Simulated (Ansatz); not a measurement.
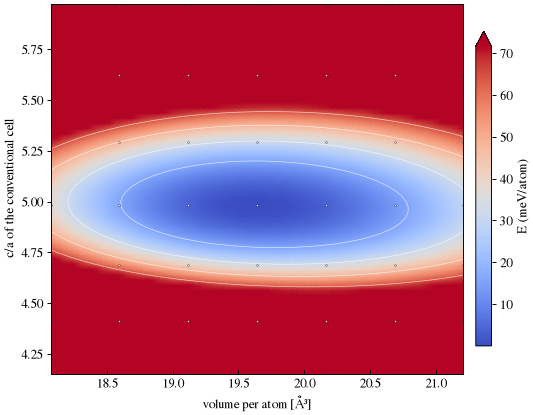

GaP (R-3m, No. 166; 4 atoms in the cell). The energy is mapped over volume and the cell's shape. Coordinates scanned: (1) volume per atom; (2) c/a of the conventional cell. Nothing is relaxed (fractional coordinates fixed). The grid has 7 × 7 points. Points are written as (first, second). Energies: meV/atom, counted from the lowest grid point. The band gap closes in part of the range. Theory: Ansatz 0.2.0, DFT LDA, scalar-relativistic, plane waves, PAW. Settings: cutoff 420 eV, k-mesh 9×9×9, gaussian smearing 0.05 eV, no spin polarisation.

The picture shows a smooth colour map with a few white contour lines, dots at the grid points, one colour for all values above the top of the scale. Between grid points the surface is interpolated.

**Estimate the position of the minimum and the force constants in these coordinates.**

The interpolated minimum is at volume per atom ≈ 19.64 Å³, c/a of the conventional cell ≈ 4.981. The curvatures there are about 0.11 eV/(Å³)² and 2.8 eV, with a cross term of about 0.04 eV/Å³ (per cell of 4 atoms). Round the minimum the two coordinates are weakly coupled (coupling 0.07 in units of the two stiffnesses).

PAW datasets: the set soft_1.
